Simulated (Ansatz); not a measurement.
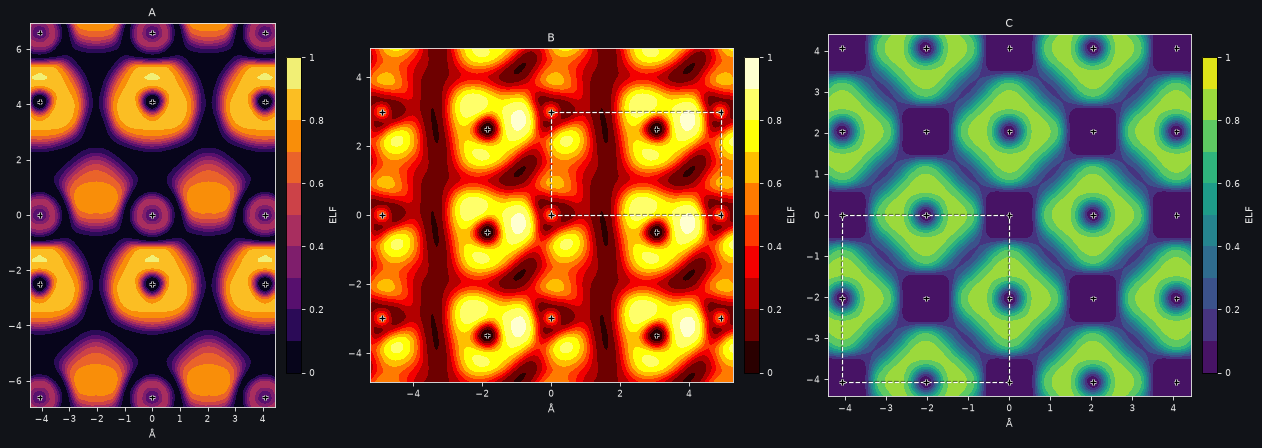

The ELF of 3 systems, each on a plane through atoms (crosses mark nuclei in the plane).

All numbers below come from DFT PBE, scalar-relativistic, plane waves, PAW (Ansatz).

System 1: AlN, the (010) plane of the conventional cell. Space group Fm-3m; a structure generated by program, which may or may not match a known phase.

```
Al N
1.0
     4.07054    0.00000    0.00000
     0.00000    4.07054    0.00000
     0.00000    0.00000    4.07054
Al N
4 4
Direct
  0.50000 0.00000 0.00000
  0.00000 0.50000 0.00000
  0.00000 0.00000 0.50000
  0.50000 0.50000 0.50000
  0.00000 0.00000 0.00000
  0.50000 0.50000 0.00000
  0.50000 0.00000 0.50000
  0.00000 0.50000 0.50000
```

System 2: SiC, the (010) plane of the conventional cell. Space group P3₂21; a structure generated by program, which may or may not match a known phase.

```
Si C
1.0
     4.91394    0.00000    0.00000
    -2.45697    4.25560    0.00000
     0.00000    0.00000    2.99521
Si C
3 3
Direct
  0.61476 0.00000 0.66667
  0.00000 0.61476 0.33333
  0.38524 0.38524 0.00000
  0.37224 0.00000 0.16667
  0.00000 0.37224 0.83333
  0.62776 0.62776 0.50000
```

System 3: MgS, the (010) plane of the conventional cell. Space group P6₃mc; a structure generated by program, which may or may not match a known phase; changed on purpose from its base cell (volume × 1.03, shape and atoms relaxed).

Match each panel to its system.

Answer. Panel A is system 3, MgS: the plane holds Mg and S. Mg–S (2.50 Å): the ELF peaks at about 0.90 in the valence shell of S, 0.9 Å from its nucleus, and falls to about 0.05 next to Mg (a closed-shell, largely ionic contact). Panel B is system 2, SiC: the plane holds Si and C. Si–C (1.93 Å): the ELF peaks at about 0.95 between the atoms, as expected for a covalent bond. Panel C is system 1, AlN: the plane holds Al and N. Al–N (2.04 Å): the ELF peaks at about 0.85 in the valence shell of N, 0.7 Å from its nucleus, and is about 0.80 at the midpoint.
